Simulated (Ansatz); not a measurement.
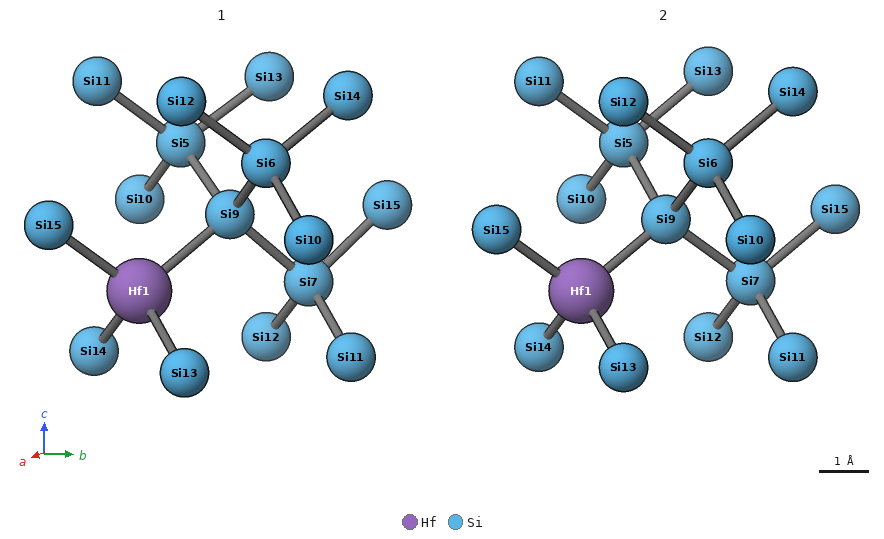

Two geometries of a defect cell of composition HfSi15, drawn at one scale. One is the start of a relaxation, the other its converged end. A ball-and-stick model of the atoms within 4.2 Å of the atom that moves most (axes of the conventional cell (4 times the calculation's cell) (origin shifted)), seen from a free direction. Lengths and directions refer to the drawn axes.

Method: DFT PBE, scalar-relativistic, plane waves, PAW (Ansatz 0.2.0). Settings: plane-wave cutoff 420 eV; k-point mesh 4 × 4 × 4; occupations gaussian; smearing width 0.01 eV; no spin polarisation; atoms relaxed in a fixed cell; force threshold 0.025 eV/Å; at most 45 steps.

**Which one is relaxed?**

Structure 1 is the relaxed one. Case: Hf on a Si site (b), charge +0, atoms relaxed at the host's cell. The energy falls by 1.019 eV per cell of the calculation in 3 geometry steps. The largest force component goes from 1.9 to 0.018 eV/Å. The largest moves, 0.17 Å, are those of Si9, Si13, Si14 and Si15. Si9 goes along [−1 1 1]. Hf stays in place. The cell doesn't change. Near-neighbour distances that change, for instance: Hf1–Si13 2.369 → 2.534 Å, Si5–Si13 2.369 → 2.331 Å, Si5–Si10 2.369 → 2.360 Å. Bond angles that change, for instance: Si9–Si6–Si14 109.5° → 101.0°, Hf1–Si9–Si5 109.5° → 105.2°, Si5–Si9–Si6 109.5° → 113.3°.

Limits of the set-up: the periodic images lie only 7.7 Å apart, so the values are limited by the cell's size.
